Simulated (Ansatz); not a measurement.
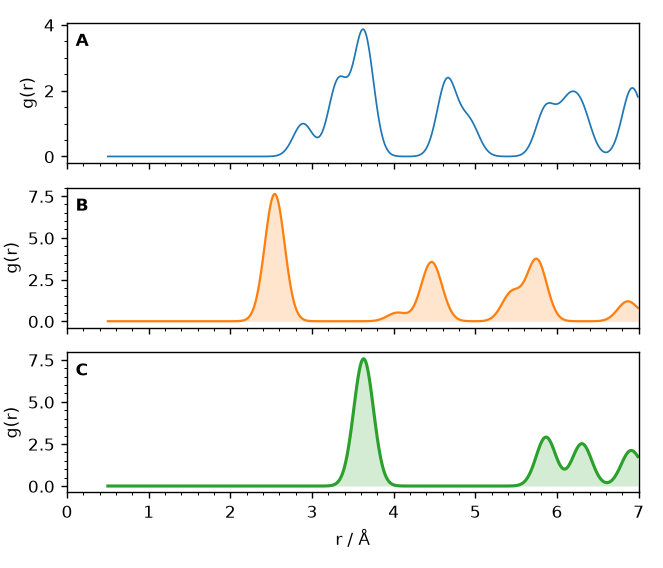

Calculated partial radial distribution functions of PtSe2, each distance broadened by a Gaussian of σ = 0.12 Å. Structure used: the input geometry of an electronic-structure calculation (not necessarily at equilibrium); the starting structure was generated, so it need not be a known form of this composition.

```
Pt Se
1.0
     3.64099    0.00000    0.00000
    -1.82050    3.15319    0.00000
     0.00000    0.00000   16.45351
Pt Se
3 6
Direct
  0.00000 0.00000 0.00076
  0.66667 0.33333 0.33410
  0.33333 0.66667 0.66743
  0.33333 0.66667 0.24468
  0.66667 0.33333 0.08789
  0.00000 0.00000 0.57802
  0.33333 0.66667 0.42122
  0.66667 0.33333 0.91135
  0.00000 0.00000 0.75455
```

The panels are unlabelled. Name the pair for each.

panel A is Se–Se (first distance 2.90 Å); panel B is Pt–Se (first distance 2.54–2.57 Å); panel C is Pt–Pt (first distance 3.64 Å).

Tabulate the first and second shells, merging distances less than 0.12 Å apart and averaging over sites.

```json
{"pair": "Se–Se", "first shell (Å)": "2.90", "neighbours in it": "1 Se per Se", "second shell (Å)": "3.33", "neighbours in the second": "3"}
{"pair": "Pt–Se", "first shell (Å)": "2.54–2.57", "neighbours in it": "6 Se per Pt", "second shell (Å)": "4.05", "neighbours in the second": "1"}
{"pair": "Pt–Pt", "first shell (Å)": "3.64", "neighbours in it": "6 Pt per Pt", "second shell (Å)": "5.87", "neighbours in the second": "6"}
```
